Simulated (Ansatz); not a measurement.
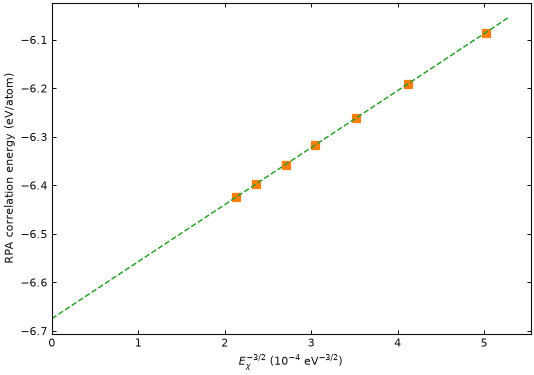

RPA correlation energy at response cutoffs from 158 to 280 eV.
System: SiC (F-43m, 2 atoms in the cell).
Method: RPA correlation and exact exchange on PBE orbitals, norm-conserving pseudopotentials in Ansatz 0.2.0-dev; cutoff 1116 eV, 120 empty bands, 4×4×4 k-mesh.

### Extrapolate to the basis limit.

About −6.67 eV per atom by a fit through all points (−6.68 from the last two alone), at the number of bands used. The largest cutoff gives −6.42, so about 250 meV per atom (3.7 %) is still missing. The error falls as the cutoff to the power −3/2, which is why the points lie on a line here.
